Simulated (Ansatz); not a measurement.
# Two runs on SiO2

System: SiO2 (P6₃22, 12 atoms in the cell).
Method of run 1: Kohn-Sham DFT of a periodic cell, BLYP with D3(BJ), Ansatz PAW, no spin polarisation (Ansatz 0.2.0).

The structure derives from a Materials Project entry. Text and figures count atoms from 1; the logs count them from 0 in places.

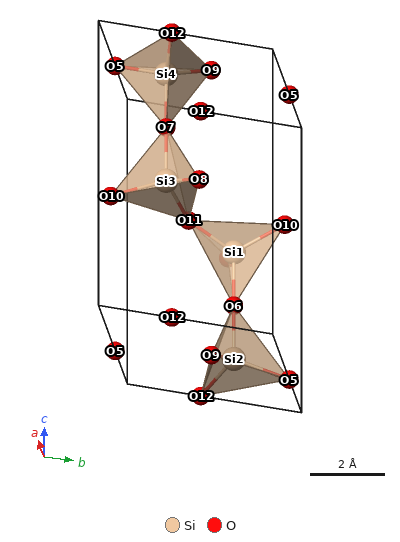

Fig. 1: The input geometry (polyhedral view of the cell of the calculation, seen at an oblique angle; polyhedra are completed across the faces of the cell; atoms are numbered from 1 in the order of the input). An atom can appear more than once, as a periodic image.

### The input, run 1
```yaml
crystal:
  lattice:
    - [5.0690738885, 0.0, 0.0]
    - [-2.5345369442, 4.3899467611, 0.0]
    - [0.0, 0.0, 8.55848854]
  atoms:
    - { symbol: Si, position: [0.3333333333, 0.6666666667, 0.4371258] }
    - { symbol: Si, position: [0.3333333333, 0.6666666667, 0.0628742] }
    - { symbol: Si, position: [0.6666666667, 0.3333333333, 0.5628742] }
    - { symbol: Si, position: [0.6666666667, 0.3333333333, 0.9371258] }
    - { symbol: O, position: [0.421258745, 0.0, 0.0] }
    - { symbol: O, position: [0.3333333333, 0.6666666667, 0.25] }
    - { symbol: O, position: [0.6666666667, 0.3333333333, 0.75] }
    - { symbol: O, position: [0.0, 0.578741255, 0.5] }
    - { symbol: O, position: [0.578741255, 0.578741255, 0.0] }
    - { symbol: O, position: [0.578741255, 0.0, 0.5] }
    - { symbol: O, position: [0.421258745, 0.421258745, 0.5] }
    - { symbol: O, position: [0.0, 0.421258745, 0.0] }
hamiltonian:
  xc: blyp
  pseudopotentials: { kind: paw }
  dispersion: d3bj
kpoints:
  mp_grid: { grid: [6, 6, 3] }
scf:
  occupations: { method: fermi_dirac, width: 0.05 }
output:
  forces: true
  stress: true
  eigenvalues: true
relax:
  f_tol: 0.01
  max_steps: 40
  cell: { stress_tol: 0.05 }
```

Launched with:
```bash
ansatz run input.yaml --threads 4 --pin off --max-ram 11264MiB --backend cpu --events-out ev --progress --plain --runs-dir out
```

Hardware: 4 threads of Arm Neoverse V2, 24 GiB of memory available, shared host.

### Output, shortened to warnings, some set-up lines, iterations and results (run 1)
```
Basis set: ecut = 420 eV, 3755 PW (Γ), exchange–correlation on 72×72×120 points (8 copies of the dense FFT grid, shifted against one another)
Symmetry: 12 space group operations
k-points: 14 of 108 (time reversal used)
Initial density: superposition of atomic densities (neutral atoms: chi_scale 0, normalization atom), corrected by the library's trained network
[...]
SCF iter   1: F=—  HF=-7129.964036 eV  |F-HF|=—  |Δ(HF+E_count)|=         —  Δρ=1.24e-2  dr2=1.61e-1  ethr=1.77e-3  ⟨swp⟩=6.7  Hψ=3239  notcnv=0  defer=23
SCF iter   2: F=—  HF=-7129.913619 eV  |F-HF|=—  |Δ(HF+E_count)|=   5.04e-2  Δρ=1.62e-3  dr2=3.51e-3  ethr=2.52e-4  ⟨swp⟩=2.5  Hψ=1241  notcnv=0  defer=61
SCF iter   3: F=—  HF=-7129.913715 eV  |F-HF|=—  |Δ(HF+E_count)|=   9.54e-5  Δρ=8.31e-4  dr2=6.70e-4  ethr=5.48e-6  ⟨swp⟩=2.1  Hψ=862  notcnv=0  defer=61
SCF iter   4: F=—  HF=-7129.913992 eV  |F-HF|=—  |Δ(HF+E_count)|=   2.77e-4  Δρ=9.67e-5  dr2=1.92e-5  ethr=1.05e-6  ⟨swp⟩=2.4  Hψ=854  notcnv=0  defer=61
SCF iter   5: F=—  HF=-7129.914257 eV  |F-HF|=—  |Δ(HF+E_count)|=   2.65e-4  Δρ=8.14e-5  dr2=8.91e-6  ethr=3.00e-8  ⟨swp⟩=2.0  Hψ=1003  notcnv=0  defer=61
[... 70 lines ...]
SCF iter   3: F=—  HF=-7129.988054 eV  |F-HF|=—  |Δ(HF+E_count)|=   6.37e-8  Δρ=6.73e-6  dr2=1.24e-8  ethr=1.45e-10  ⟨swp⟩=2.0  Hψ=934  notcnv=0
SCF iter   4: F=—  HF=-7129.988054 eV  |F-HF|=—  |Δ(HF+E_count)|=   1.41e-8  Δρ=5.00e-7  dr2=3.64e-10  ethr=1.94e-11  ⟨swp⟩=3.0  Hψ=1148  notcnv=0
SCF iter   5: F=-7129.988054 eV  HF=-7129.988054 eV  |F-HF|=9.09e-13  |Δ(HF+E_count)|=  3.91e-11  Δρ=1.99e-7  dr2=1.10e-10  ethr=1.00e-12  ⟨swp⟩=7.1  Hψ=2298  notcnv=0
SCF 10 converged in 5 iterations: F = -7129.988054 eV  dr2 = 1.10e-10
relax step  10: F+E_penalty+E_count = -7129.98805368 eV  Δ(F+E_penalty+E_count) = +2.518e-3 eV  max|allowed force component| = 6.012e-4 eV/Å  Δτ_max = 0.0000 Å  P = -0.020 …
basis re-selected at this cell: Δ(F+E_penalty+E_count) = +2.518e-3 eV, ΔP = -0.012 GPa vs the last step (what re-selecting the basis moved, of the pressure what is left beyond the Pulay correction that the steps carried, after the strain that the cell walked since its last selection, with what the …
SCF converged after 5 iterations
Free energy (F): -7129.988054 eV
Harris-Foulkes:  -7129.988054 eV  (|F-HF|=9.09e-13)
Internal energy: -7129.988054 eV  (E = F + TS)
E sigma→0 (E₀):  -7129.988054 eV
Fermi energy:    3.863347 eV
--- Per-component energies (eV) ---
  E_band       = -374.929272
  E_kinetic    = 1609.042655
  E_local      = -4839.452327  (includes V_loc(G=0)·N_el)
  E_nonlocal   = 488.573949
  E_hartree    = 1806.380451
  E_xc         = -806.260600
  E_vxc        = -932.345811  (∫ρ·V_xc dr)
  E_paw        = -3367.891750  (= ΣΔE_a)
  E_vpaw       = -313.529892  (= ΣTr[D̂ρ^β])
  E_aug_tail   = 0.021283  (compensation charges beyond the density's cutoff)
  E_ewald      = -2017.818112
  E_disp       = -2.663428  (pairwise vdW)
  E_core_change = 0.079827  (= ΣΔE_core)
  E_smearing   = -0.000000  (= −TS)
  E_closure    = -0.000000  (closes the sum)
  Σ components = -7129.988054   (vs F -7129.988054, Δ=0.00e0)
--- Forces (eV/Å), atoms counted from 1 ---
  atom   1  Si    -0.00000000     0.00000000    -0.00001890
  atom   2  Si    -0.00000000     0.00000000     0.00001890
  atom   3  Si     0.00000000    -0.00000000     0.00001890
  atom   4  Si     0.00000000    -0.00000000    -0.00001890
  atom   5  O     -0.00060123     0.00000000    -0.00000000
  atom   6  O     -0.00000000     0.00000000     0.00000000
  atom   7  O      0.00000000    -0.00000000    -0.00000000
  atom   8  O     -0.00030062     0.00052068     0.00000000
  atom   9  O      0.00030062     0.00052068     0.00000000
  atom  10  O      0.00060123    -0.00000000    -0.00000000
  atom  11  O     -0.00030062    -0.00052068     0.00000000
  atom  12  O      0.00030062    -0.00052068     0.00000000
  max |Σ_I F_I| component: 3.58e-18 eV/Å
--- Stress (GPa, compression-positive) ---
       -0.026204       0.000000       0.000000
       -0.000000      -0.026204      -0.000000
       -0.000000      -0.000000      -0.008625
  P = ⅓ Tr σ = -0.0203 GPa (-0.203 kbar)
--- Relaxed structure (8 steps of the walk, 8 accepted, 2 SCFs on fresh bases) ---
[...]
```

The input of run 2 differs as follows (lines with − go, lines with + come):
```diff
-  xc: blyp
+  xc: pbesol
-  dispersion: d3bj
+  write_density: true
+  write_potential: true
+  elf: true
+  volumetric_format: npy
```

Predict how the results change.

The total energies belong to different models, so their difference says nothing on which is more stable or more accurate. The volume per atom goes from 15.52 to 15.90 Å³. The functional changes from BLYP to PBEsol. The SCF takes 36 iterations over all geometry steps against 60. On the same kind of shared host run 2 took about 0.67 times as long.

### Output, shortened to warnings, some set-up lines, iterations and results (run 2)
```
Basis set: ecut = 420 eV, 3755 PW (Γ), exchange–correlation on 72×72×120 points (8 copies of the dense FFT grid, shifted against one another)
Symmetry: 12 space group operations
k-points: 14 of 108 (time reversal used)
Initial density: superposition of atomic densities (neutral atoms: chi_scale 0, normalization atom), corrected by the library's trained network
[...]
SCF iter   1: F=—  HF=-6986.447542 eV  |F-HF|=—  |Δ(HF+E_count)|=         —  Δρ=1.06e-2  dr2=1.58e-1  ethr=1.77e-3  ⟨swp⟩=7.1  Hψ=3271  notcnv=0  defer=24
SCF iter   2: F=—  HF=-6986.404074 eV  |F-HF|=—  |Δ(HF+E_count)|=   4.35e-2  Δρ=1.47e-3  dr2=1.32e-3  ethr=2.47e-4  ⟨swp⟩=2.8  Hψ=1210  notcnv=0  defer=59
SCF iter   3: F=—  HF=-6986.404507 eV  |F-HF|=—  |Δ(HF+E_count)|=   4.33e-4  Δρ=5.57e-4  dr2=2.55e-4  ethr=2.06e-6  ⟨swp⟩=2.0  Hψ=910  notcnv=0  defer=59
SCF iter   4: F=—  HF=-6986.404818 eV  |F-HF|=—  |Δ(HF+E_count)|=   3.11e-4  Δρ=6.52e-5  dr2=8.51e-6  ethr=3.98e-7  ⟨swp⟩=3.0  Hψ=1044  notcnv=0  defer=59
SCF iter   5: F=—  HF=-6986.404382 eV  |F-HF|=—  |Δ(HF+E_count)|=   4.36e-4  Δρ=1.86e-5  dr2=5.76e-7  ethr=1.33e-8  ⟨swp⟩=2.0  Hψ=891  notcnv=0  defer=59
[... 38 lines ...]
SCF iter   4: F=—  HF=-6986.422718 eV  |F-HF|=—  |Δ(HF+E_count)|=   1.25e-6  Δρ=8.07e-7  dr2=8.58e-10  ethr=1.80e-11  ⟨swp⟩=2.0  Hψ=956  notcnv=0
SCF iter   5: F=—  HF=-6986.422718 eV  |F-HF|=—  |Δ(HF+E_count)|=   9.52e-9  Δρ=3.15e-7  dr2=2.60e-10  ethr=1.00e-12  ⟨swp⟩=9.2  Hψ=3324  notcnv=0
SCF iter   6: F=-6986.422718 eV  HF=-6986.422718 eV  |F-HF|=3.46e-11  |Δ(HF+E_count)|=   1.15e-9  Δρ=1.88e-7  dr2=2.57e-11  ethr=1.00e-12  ⟨swp⟩=7.3  Hψ=2971  notcnv=0
SCF 6 converged in 6 iterations: F = -6986.422718 eV  dr2 = 2.57e-11
relax step   6: F+E_penalty+E_count = -6986.42271772 eV  Δ(F+E_penalty+E_count) = -9.420e-4 eV  max|allowed force component| = 3.431e-3 eV/Å  Δτ_max = 0.0000 Å  P = +0.006 …
basis re-selected at this cell: Δ(F+E_penalty+E_count) = -9.420e-4 eV, ΔP = +0.010 GPa vs the last step (what re-selecting the basis moved, of the pressure what is left beyond the Pulay correction that the steps carried, after the strain that the cell walked since its last selection, with what the …
SCF converged after 6 iterations
Free energy (F): -6986.422718 eV
Harris-Foulkes:  -6986.422718 eV  (|F-HF|=3.46e-11)
Internal energy: -6986.422718 eV  (E = F + TS)
E sigma→0 (E₀):  -6986.422718 eV
Fermi energy:    3.372180 eV
--- Per-component energies (eV) ---
  E_band       = -410.247892
  E_kinetic    = 1604.081436
  E_local      = -4932.144795  (includes V_loc(G=0)·N_el)
  E_nonlocal   = 483.921724
  E_hartree    = 1840.420505
  E_xc         = -805.302810
  E_vxc        = -940.105301  (∫ρ·V_xc dr)
  E_paw        = -3224.276187  (= ΣΔE_a)
  E_vpaw       = -306.862750  (= ΣTr[D̂ρ^β])
  E_aug_tail   = 0.020837  (compensation charges beyond the density's cutoff)
  E_ewald      = -1953.551975
  E_core_change = 0.408546  (= ΣΔE_core)
  E_smearing   = -0.000000  (= −TS)
  E_closure    = -0.000000  (closes the sum)
  Σ components = -6986.422718   (vs F -6986.422718, Δ=0.00e0)
--- Forces (eV/Å), atoms counted from 1 ---
  atom   1  Si    -0.00000000    -0.00000000    -0.00343114
  atom   2  Si    -0.00000000    -0.00000000     0.00343114
  atom   3  Si     0.00000000     0.00000000     0.00343114
  atom   4  Si     0.00000000     0.00000000    -0.00343114
  atom   5  O     -0.00085047     0.00000000     0.00000000
  atom   6  O      0.00000000    -0.00000000     0.00000000
  atom   7  O      0.00000000     0.00000000    -0.00000000
  atom   8  O     -0.00042523     0.00073653     0.00000000
  atom   9  O      0.00042523     0.00073653     0.00000000
  atom  10  O      0.00085047    -0.00000000    -0.00000000
  atom  11  O     -0.00042523    -0.00073653    -0.00000000
  atom  12  O      0.00042523    -0.00073653     0.00000000
  max |Σ_I F_I| component: 1.97e-17 eV/Å
--- Stress (GPa, compression-positive) ---
       -0.006812      -0.000000      -0.000000
       -0.000000      -0.006812       0.000000
       -0.000000       0.000000       0.032556
  P = ⅓ Tr σ = 0.0063 GPa (0.063 kbar)
--- Relaxed structure (5 steps of the walk, 5 accepted, 1 SCFs on fresh bases) ---
[...]
```

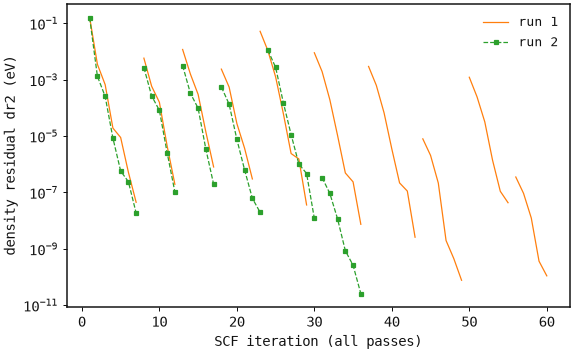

Fig. 2: Convergence of the two runs: density residual dr2 against the SCF iteration. A break in a curve parts two SCF passes. Run 1 takes 60 iterations in all, and run 2 takes 36.

### The two runs side by side

```tsv
quantity	run 1	run 2
outcome	converged	converged
free energy per atom (eV)	−594.1657	−582.2019
gap on the mesh (eV)	5.55	5.57
pressure (GPa)	−0.02	0.01
volume per atom (Å³)	15.52	15.90
largest force (eV/Å)	0.001	0.003
SCF iterations	60	36
irreducible k-points	14	14
wall time (shared host)	24 s	16 s
```

For run 1: Points of doubt noted for this run: forces on files of another functional.
